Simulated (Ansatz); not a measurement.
# Geometry relaxation of MoSe$_{2}$ (part 1 of 2)

The run: geometry relaxation of MoSe$_{2}$ (slab, 12 atoms in the cell). Method and program: DFT PBE+D3(BJ), scalar-relativistic, plane waves, PAW, no spin polarisation (Ansatz 0.2.0).

The structure derives from an entry of the Crystallography Open Database. The input holds or restrains some coordinates. Forces given for the steps count only the free coordinates. It belongs to a series of runs on one base structure; here: clean slab, lower half held.

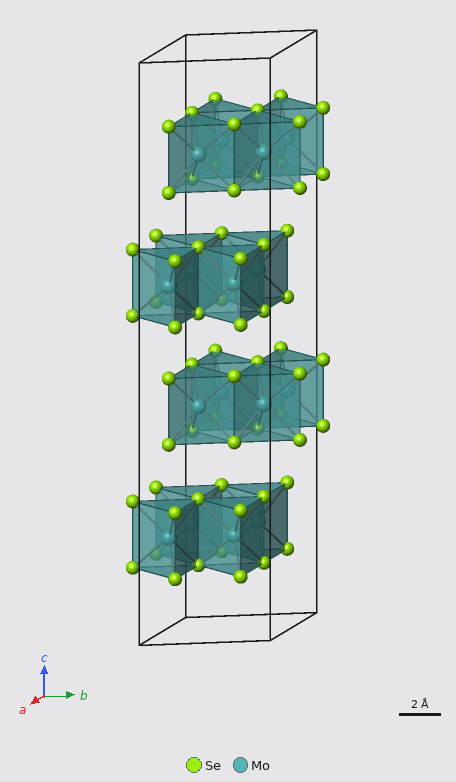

The structure as given in the input (polyhedral view of the 2 × 2 repeat of the cell, with the vacuum cut short, seen slightly off an axis; polyhedra are completed across the faces of the cell). An atom can appear more than once, as a periodic image.

**The input**
```yaml
crystal:
  lattice:
    - [3.2761977891, 0.0, 0.0]
    - [-1.6380988945, 2.8372705132, 0.0]
    - [0.0, 0.0, 39.4467184635]
  atoms:
    - { symbol: Se, position: [0.3333333333, 0.6666666667, 0.215480535] }
    - { symbol: Mo, position: [0.6666666667, 0.3333333333, 0.2579310109] }
    - { symbol: Se, position: [0.3333333333, 0.6666666667, 0.3003814867] }
    - { symbol: Se, position: [0.6666666667, 0.3333333333, 0.3768598611] }
    - { symbol: Mo, position: [0.3333333333, 0.6666666667, 0.419310337] }
    - { symbol: Se, position: [0.6666666667, 0.3333333333, 0.4617608128] }
    - { symbol: Se, position: [0.3333333333, 0.6666666667, 0.5382391872] }
    - { symbol: Mo, position: [0.6666666667, 0.3333333333, 0.580689663] }
    - { symbol: Se, position: [0.3333333333, 0.6666666667, 0.6231401389] }
    - { symbol: Se, position: [0.6666666667, 0.3333333333, 0.6996185133] }
    - { symbol: Mo, position: [0.3333333333, 0.6666666667, 0.7420689891] }
    - { symbol: Se, position: [0.6666666667, 0.3333333333, 0.784519465] }
basis:
  ecutwfc: 420
kpoints:
  mp_grid: { grid: [9, 9, 1] }
hamiltonian:
  xc: pbe
  dispersion: d3bj
scf:
  occupations: { method: gaussian, width: 0.05 }
output:
  forces: true
  eigenvalues: true
  write_density: true
  write_potential: true
  elf: true
  volumetric_format: npy
relax:
  adjacent_minimum: "off"
  f_tol: 0.03
  max_steps: 70
  constraints: [{ sites: [0, 1, 2, 3, 4, 5] }]
efield:
  axis: 3
  dipole_correction: true
  ramp_width: 0.04
```

Hardware: 4 threads of Intel Xeon (Granite Rapids), 32 GiB of memory available, shared host.

Launched with:
```bash
ansatz run input.yaml --threads 4 --pin off --max-ram 10240MiB --backend cpu --events-out ev --progress --plain --runs-dir out
```

**Log**
```
Engine: ansatz 0.2.0, x86_64-unknown-linux-gnu
Pseudopotentials: kind: paw
Pseudopotential: Se, paw, valence charge 16, recommended cutoff 420 eV (normal), Se.paw.azcp
Pseudopotential: Mo, paw, valence charge 14, recommended cutoff 420 eV (normal), Mo.paw.azcp
Functional definition: PBE
  parameter kappa = 0.804
  parameter beta = 0.06672455060314922
  exchange = pbe_x(kappa = kappa, mu = beta*pi^2/3)
  correlation = pbe_c(beta = beta)
Crystal: 12 atoms, lattice volume = 366.675 Å³
Basis set: ecut = 420 eV, 7283 PW (Γ), exchange–correlation on 48×48×540 points (8 copies of the dense FFT grid, shifted against one another)
Bands: 111, of which v1, the nominal top of the filled ones, is band 92 counted from 1 (91 counted from 0)
Symmetry: 6 space group operations
k-points: 12 of 81 (time reversal used)
Non-local potential: Se, projectors of the file, l = 0: 2, l = 1: 2, l = 2: 3, l = 3: 1
Non-local potential: Mo, projectors of the file, l = 0: 3, l = 1: 2, l = 2: 2, l = 3: 1
PAW form: soft (Blöchl's): semilocal exchange-correlation on the pseudo side does not see the compensation charge
PAW one-centre angular grid: Se, 590 points (default); XC on 64 Gauss nodes
PAW one-centre angular grid: Mo, 590 points (default); XC on 64 Gauss nodes
Initial density: superposition of atomic densities (neutral atoms: chi_scale 0, normalization atom), corrected by the library's trained network
Initial wavefunctions: pseudopotential atomic-orbital guess
Functional: x = pbe(κ = 0.804, μ = 0.2195149727645171), c = pbe(β = 0.06672455060314922)
SCF iter   1: F=—  HF=-63589.999296 eV  |F-HF|=—  |Δ(HF+E_count)|=         —  Δρ=4.34e-3  dr2=2.21e-1  ethr=1.77e-3  p=0.000 e·Å  D=2.93e-13 V/Å  ΔV_dip=-0.00 eV  dr2_dipole=3.44e-8  V_vac-E_F(+/−)=4.06/4.06 eV  ⟨swp⟩=6.8  Hψ=4976  notcnv=0  defer=6
efield: sawtooth ramp at fractional position 0.9800 (placed from the atoms, in the widest stretch of the axis that holds none; the zero of the levels goes with the place), width 0.0400; the density the first Hamiltonian is built on has a dipole p = 0.000 e·Å; the dipole correction subtracts the counter field D = 2.93e-13 V/Å, which shifts the + side's vacuum level by -0.00 eV against the − side's; the planar-averaged density in the ramp window peaks in size at 1.0e-5 e/Å³
preconditioner: auto → Resta (q_TF=auto, 2.432 Å⁻¹)  ε∞=4.9  [insulator: Δε(μ)=0.912 eV  Ē_g=8.331 eV  σ=0.050 eV  W_gap=1.00  n_scr=108 (ndim 8)  ℏωp=16.5 eV  f_vac=0.360  D(μ)=0.00/eV (n_scr^D=0)  ε∞_Penn≈4.9  vacuum switching on, ρ_ref=5.0e-3 e/Å³]
SCF iter   2: F=—  HF=-63590.000504 eV  |F-HF|=—  |Δ(HF+E_count)|=   1.21e-3  Δρ=2.71e-3  dr2=6.20e-2  ethr=1.20e-4  p=0.000 e·Å  D=2.12e-5 V/Å  ΔV_dip=-0.00 eV  dr2_dipole=9.64e-8  V_vac-E_F(+/−)=4.54/4.54 eV  ⟨swp⟩=2.1  Hψ=2020  notcnv=0  defer=136
SCF iter   3: F=—  HF=-63589.998859 eV  |F-HF|=—  |Δ(HF+E_count)|=   1.64e-3  Δρ=1.72e-3  dr2=3.66e-3  ethr=3.37e-5  p=0.000 e·Å  D=5.45e-7 V/Å  ΔV_dip=-0.00 eV  dr2_dipole=2.33e-10  V_vac-E_F(+/−)=4.39/4.39 eV  ⟨swp⟩=2.2  Hψ=1543  notcnv=0  defer=136
SCF iter   4: F=—  HF=-63590.003548 eV  |F-HF|=—  |Δ(HF+E_count)|=   4.69e-3  Δρ=4.30e-4  dr2=1.91e-3  ethr=1.99e-6  p=0.000 e·Å  D=4.81e-6 V/Å  ΔV_dip=-0.00 eV  dr2_dipole=5.12e-9  V_vac-E_F(+/−)=4.45/4.45 eV  ⟨swp⟩=2.9  Hψ=2509  notcnv=0  defer=130
SCF iter   5: F=—  HF=-63590.003449 eV  |F-HF|=—  |Δ(HF+E_count)|=   9.95e-5  Δρ=8.93e-5  dr2=8.43e-5  ethr=1.04e-6  p=-0.000 e·Å  D=-3.16e-7 V/Å  ΔV_dip=0.00 eV  dr2_dipole=2.08e-10  V_vac-E_F(+/−)=4.45/4.45 eV  ⟨swp⟩=2.0  Hψ=1494  notcnv=0  defer=130
SCF iter   6: F=-63590.003453 eV  HF=-63590.003452 eV  |F-HF|=1.08e-6  |Δ(HF+E_count)|=   3.49e-6  Δρ=4.91e-5  dr2=6.50e-6  ethr=1.22e-8  p=0.000 e·Å  D=1.42e-6 V/Å  ΔV_dip=-0.00 eV  dr2_dipole=2.47e-10  V_vac-E_F(+/−)=4.44/4.44 eV  ⟨swp⟩=20.2  Hψ=14888  notcnv=0
SCF 1 converged in 6 iterations: F = -63590.003453 eV  dr2 = 6.50e-6
  greatest PAW one-centre occupation: 1.000 electrons in one spin orbital (limit 2), on the Se atom at site 5 (counted from 0), in its partial waves of l = 2
relax step   1: F+E_penalty+E_count = -63590.00345337 eV  Δ(F+E_penalty+E_count) = +0.000e0 eV  max|allowed force component| = 2.577e-2 eV/Å  Δτ_max = 0.0000 Å  (6 SCF iters, dr2 threshold 2.25e-5 eV, accepted)
Initial density: handed on by an earlier stage of this run
Initial wavefunctions: those handed on with the density
iter 1 solved again at ethr=3.53e-9 eV; its pass at ethr=3.10e-3 eV (dr2=6.49e-6 eV) is discarded
SCF iter   1: F=—  HF=-63590.003496 eV  |F-HF|=—  |Δ(HF+E_count)|=         —  Δρ=4.91e-5  dr2=6.49e-6  ethr=3.53e-9  p=0.000 e·Å  D=1.42e-6 V/Å  ΔV_dip=-0.00 eV  dr2_dipole=1.72e-10  V_vac-E_F(+/−)=4.44/4.44 eV  ⟨swp⟩=1.0  Hψ=3168  notcnv=0
efield: sawtooth ramp at fractional position 0.9800 (handed on by an earlier solve), width 0.0400; the density the first Hamiltonian is built on has a dipole p = 0.000 e·Å; the dipole correction subtracts the counter field D = 1.42e-6 V/Å, which shifts the + side's vacuum level by -0.00 eV against the − side's; the planar-averaged density in the ramp window peaks in size at 2.9e-6 e/Å³
preconditioner: auto → Resta (q_TF=auto, 2.432 Å⁻¹)  ε∞=4.9  [insulator: Δε(μ)=0.958 eV  Ē_g=8.349 eV  σ=0.050 eV  W_gap=1.00  n_scr=108 (ndim 8)  ℏωp=16.5 eV  f_vac=0.361  D(μ)=0.00/eV (n_scr^D=0)  ε∞_Penn≈4.9  vacuum switching on, ρ_ref=5.1e-3 e/Å³]
SCF iter   2: F=—  HF=-63590.003454 eV  |F-HF|=—  |Δ(HF+E_count)|=   4.18e-5  Δρ=2.97e-5  dr2=2.76e-6  ethr=3.53e-9  p=0.000 e·Å  D=9.36e-8 V/Å  ΔV_dip=-0.00 eV  dr2_dipole=4.08e-11  V_vac-E_F(+/−)=4.45/4.45 eV  ⟨swp⟩=2.0  Hψ=1428  notcnv=0
SCF iter   3: F=—  HF=-63590.003455 eV  |F-HF|=—  |Δ(HF+E_count)|=   9.16e-7  Δρ=1.79e-5  dr2=3.09e-6  ethr=1.50e-9  p=0.000 e·Å  D=1.80e-6 V/Å  ΔV_dip=-0.00 eV  dr2_dipole=5.54e-10  V_vac-E_F(+/−)=4.45/4.45 eV  ⟨swp⟩=2.0  Hψ=1584  notcnv=0
iter 4 did not close the SCF: its close was put off until two iterations running show no level that it waits for move by more than its bar (scf_convergence_deferred on its scf_iter line)
SCF iter   4: F=-63590.003455 eV  HF=-63590.003455 eV  |F-HF|=8.50e-8  |Δ(HF+E_count)|=   2.70e-7  Δρ=3.58e-6  dr2=6.86e-8  ethr=5.43e-11  p=0.000 e·Å  D=1.47e-7 V/Å  ΔV_dip=-0.00 eV  dr2_dipole=9.97e-14  V_vac-E_F(+/−)=4.45/4.45 eV  ⟨swp⟩=12.8  Hψ=10147  notcnv=0
iter 5 did not close the SCF: its close was put off until two iterations running show no level that it waits for move by more than its bar (scf_convergence_deferred on its scf_iter line)
SCF iter   5: F=-63590.003455 eV  HF=-63590.003455 eV  |F-HF|=4.11e-8  |Δ(HF+E_count)|=   1.13e-7  Δρ=2.05e-6  dr2=5.35e-8  ethr=3.73e-11  p=-0.000 e·Å  D=-3.43e-7 V/Å  ΔV_dip=0.00 eV  dr2_dipole=2.24e-11  V_vac-E_F(+/−)=4.45/4.45 eV  ⟨swp⟩=9.2  Hψ=9314  notcnv=0
iter 6 did not close the SCF: its close was put off until two iterations running show no level that it waits for move by more than its bar (scf_convergence_deferred on its scf_iter line)
SCF iter   6: F=-63590.003455 eV  HF=-63590.003455 eV  |F-HF|=2.98e-9  |Δ(HF+E_count)|=  2.47e-10  Δρ=6.88e-7  dr2=2.74e-9  ethr=2.91e-11  p=0.000 e·Å  D=4.63e-9 V/Å  ΔV_dip=-0.00 eV  dr2_dipole=9.78e-14  V_vac-E_F(+/−)=4.45/4.45 eV  ⟨swp⟩=8.2  Hψ=8397  notcnv=0
SCF iter   7: F=-63590.003455 eV  HF=-63590.003455 eV  |F-HF|=3.93e-10  |Δ(HF+E_count)|=   3.87e-9  Δρ=2.03e-7  dr2=2.34e-10  ethr=1.49e-12  p=0.000 e·Å  D=4.98e-8 V/Å  ΔV_dip=-0.00 eV  dr2_dipole=4.66e-13  V_vac-E_F(+/−)=4.45/4.45 eV  ⟨swp⟩=6.8  Hψ=7687  notcnv=0
SCF 2 converged in 7 iterations: F = -63590.003455 eV  dr2 = 2.34e-10
  greatest PAW one-centre occupation: 1.000 electrons in one spin orbital (limit 2), on the Se atom at site 6 (counted from 0), in its partial waves of l = 2
relax step   2: F+E_penalty+E_count = -63590.00345498 eV  Δ(F+E_penalty+E_count) = -1.607e-6 eV  max|allowed force component| = 2.565e-2 eV/Å  Δτ_max = 0.0000 Å  (7 SCF iters, accepted)
```

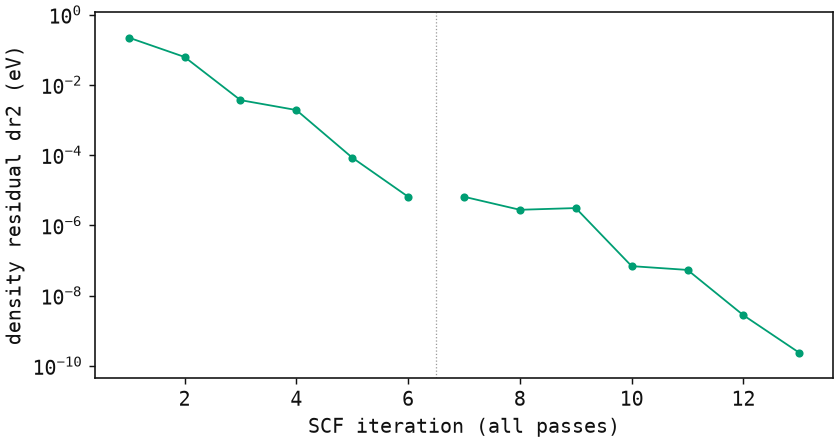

Convergence of the self-consistent field: density residual dr2 against the SCF iteration. The dotted lines part the SCF passes of the relaxation: geometry steps, rejected trials and re-solves on a re-selected basis. The passes take 6 and 7 iterations.

```
WARN: The output density's exchange-correlation potential varies sharply where the density is thin. Do not read a vacuum level from v_tot or v_xc, or from such a field of the output density. On a cell that repeats whose density bears no net charge and no dipole along the vacuum's axis use v_es (v_loc + v_h of the components); under efield.dipole_correction with no amplitude use v_es + v_field, which holds any external_charges[].barrier, or the levels of the report's work_function block, which leave it out; under a non-zero efield.amplitude the vacuum is tilted and has no level; on a cell that repeats and bears such a dipole with no correction it is tilted too, and efield.dipole_correction with no amplitude gives each side of its ramp a level where efield: is served; in a cell that repeats whose density bears a net charge (total_charge, or a fill off its count) it is curved and has none; of a slab under crystal.periodic whose density bears no net charge use v_es, which has a level on each side, short of where the two are joined; of another it falls or rises all the way out and has none; of a slab beside external_charges read slab_vacuum_level instead, which it has where they leave it neutral. The grid or the basis barely resolves most such structure, and the values can differ between equally converged runs; as a rule a tighter scf.convergence.dr2_threshold does not remove it. Where the density itself ripples (under the LDA too) a higher basis.ecutwfc lessens it. The files hold the spikes' plane waves up to the density's cutoff. Files: v_tot_of_output_density and the like, and their columns of v_z.tsv (output.write_potential); v_xc_of_output_density and the like, and their columns of v_comp_z.tsv (output.write_potential_components). Measured: with its Gaussian average of σ = 0.25 Å subtracted twice, the exchange-correlation potential is over 0.1 eV at 1 of the grid points where the equally averaged density (valence and model cores) is under 1e-3 e/Å³, and 0.116 eV at the most among them, at an averaged density of 1.3e-9 e/Å³. See output.write_potential in the manual, Limitations
SCF converged after 7 iterations
Free energy (F): -63590.003455 eV
Harris-Foulkes:  -63590.003455 eV  (|F-HF|=3.93e-10)
Internal energy: -63590.003455 eV  (E = F + TS)
E sigma→0 (E₀):  -63590.003455 eV
Fermi energy:    7.004866 eV
Dipole field:    D = -0.000001 V/Å  (p = -0.000001 e·Å, saw-weighted, corrected)
Work function:   Φ+ = 4.4488 eV   Φ− = 4.4487 eV
Levels:          The Fermi level and band energies are counted from a zero that moves with the ramp; work functions are not
--- Per-component energies (eV) ---
  E_band       = -4339.873360
  E_kinetic    = 2721.024835
  E_local      = -307076.010721  (includes V_loc(G=0)·N_el)
  E_nonlocal   = -4191.569494
  E_hartree    = 152370.668107
  E_xc         = -1572.866186
  E_vxc        = -1708.706707  (∫ρ·V_xc dr)
  E_paw        = -28096.606204  (= ΣΔE_a)
  E_vpaw       = 1174.054644  (= ΣTr[D̂ρ^β])
  E_aug_tail   = -0.004568  (compensation charges beyond the density's cutoff)
  E_efield     = 0.000000  (sawtooth field / dipole correction)
  E_vefield    = 0.000000  (∫n·V_field dr)
  E_ewald      = 122260.707349
  E_disp       = -5.346574  (pairwise vdW)
  E_smearing   = -0.000000  (= −TS)
  E_closure    = 0.000000  (closes the sum)
  Σ components = -63590.003455   (vs F -63590.003455, Δ=0.00e0)
--- Forces (eV/Å), atoms counted from 1 ---
  atom   1  Se    -0.00000000     0.00000000    -0.02564795
  atom   2  Mo     0.00000000    -0.00000000     0.00387860
  atom   3  Se    -0.00000000     0.00000000     0.01728559
  atom   4  Se     0.00000000    -0.00000000     0.00478882
  atom   5  Mo    -0.00000000     0.00000000     0.00057088
  atom   6  Se     0.00000000    -0.00000000    -0.00307270
  atom   7  Se    -0.00000000     0.00000000     0.00307266
  atom   8  Mo     0.00000000     0.00000000    -0.00057072
  atom   9  Se    -0.00000000     0.00000000    -0.00478892
  atom  10  Se     0.00000000    -0.00000000    -0.01728568
  atom  11  Mo    -0.00000000     0.00000000    -0.00387827
  atom  12  Se     0.00000000    -0.00000000     0.02564788
  max |Σ_I F_I| component: 1.99e-7 eV/Å
--- Band table (eV; the first three rows and the last of 12) ---
```
